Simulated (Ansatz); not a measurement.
ZrS2 (slab)

```cif
data_structure
_symmetry_space_group_name_H-M 'P 1'
_symmetry_Int_Tables_number 1
_cell_length_a 3.6274
_cell_length_b 8.6057
_cell_length_c 27.5100
_cell_angle_alpha 90.000
_cell_angle_beta 90.000
_cell_angle_gamma 90.000
_cell_volume 858.75
loop_
_atom_site_label
_atom_site_type_symbol
_atom_site_fract_x
_atom_site_fract_y
_atom_site_fract_z
_atom_site_occupancy
S1 S 0.00000 0.31011 0.27663 1
S2 S 0.50000 0.08935 0.27327 1
Zr1 Zr 0.50000 0.26943 0.34113 1
S3 S 0.50000 0.56215 0.35445 1
S4 S 0.00000 0.23560 0.40536 1
Zr2 Zr 0.00000 0.52877 0.41929 1
S5 S 0.00000 0.82230 0.43283 1
S6 S 0.50000 0.50166 0.48400 1
Zr3 Zr 0.50000 0.79392 0.49714 1
S7 S 0.50000 0.08773 0.51132 1
S8 S 0.00000 0.76530 0.56198 1
Zr4 Zr 0.00000 0.05815 0.57518 1
S9 S 0.00000 0.35256 0.58712 1
S10 S 0.50000 0.02691 0.64106 1
Zr5 Zr 0.50000 0.31520 0.65046 1
S11 S 0.50000 0.63341 0.66515 1
S12 S 0.00000 0.28247 0.72011 1
Zr6 Zr 0.00000 0.55594 0.71647 1
```

The SCF solution may not be the lowest one.

All numbers below come from DFT PBEsol, scalar-relativistic, plane waves, PAW in Ansatz 0.2.0.

The density is the valence pseudo-density of a PAW calculation; it isn't the true density close to the nuclei.

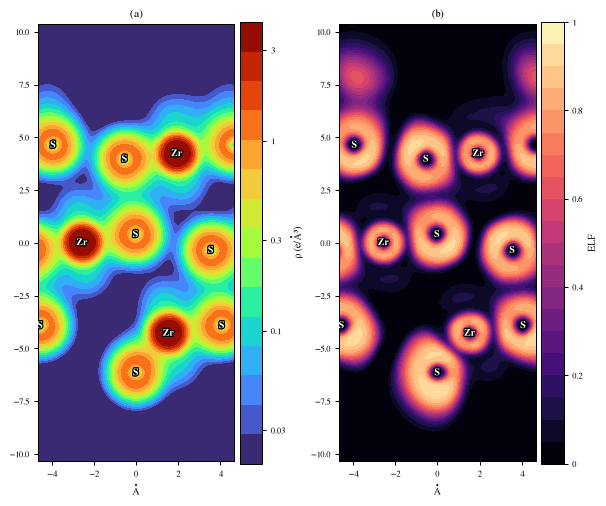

Figure 1. (a) valence charge density (pseudo); (b) electron localisation function on the (100) plane of the calculation cell, a cut from vacuum to vacuum.

Q: What do the fields say about this system?

A:
- The plane passes through S and Zr nuclei.
- Zr–S (2.43 Å): ρ is about 0.59 e/Å³ halfway; the ELF peaks at about 0.85 in the valence shell of S, 0.8 Å from its nucleus, and is about 0.45 at the midpoint.
- Zr–S (2.49 Å): ρ at the midpoint is about 0.49 e/Å³; the ELF peaks at about 0.85 in the valence shell of S, 0.8 Å from its nucleus, and is about 0.40 at the midpoint.
- Zr–S (2.55 Å): ρ at the midpoint is about 0.45 e/Å³; the ELF peaks at about 0.85 in the valence shell of S, 0.9 Å from its nucleus, and is about 0.40 at the midpoint.
- Zr–S (2.56 Å): ρ at the midpoint is about 0.44 e/Å³; the ELF peaks at about 0.85 in the valence shell of S, 0.9 Å from its nucleus, and is about 0.40 at the midpoint.
- The density dies away to nearly zero in the vacuum.
- The features right at Zr lie inside the PAW spheres, where the map follows smoothed inner orbitals and isn't to be read closely.

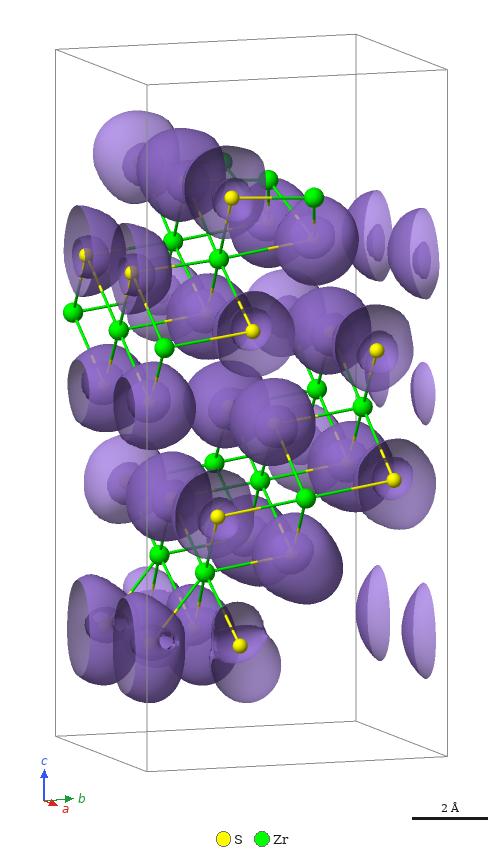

Figure 2. Isosurface of the electron localisation function at 0.75 (purple), seen slightly off an axis. Core shells and regions of very low density are left out. Sticks mark near contacts.

Q: Where are the electrons localised?

A: The ELF exceeds this value in twelve regions wrapped around S (the valence shell of each), counted in one cell of 18 atoms. Counts are for one cell; the picture repeats the cell along the surface. Along the contacts the grid gives the following. Zr–S (2.36 Å): the ELF peaks at about 0.80 in the valence shell of S, 0.8 Å from its nucleus, and is about 0.40 at the midpoint.
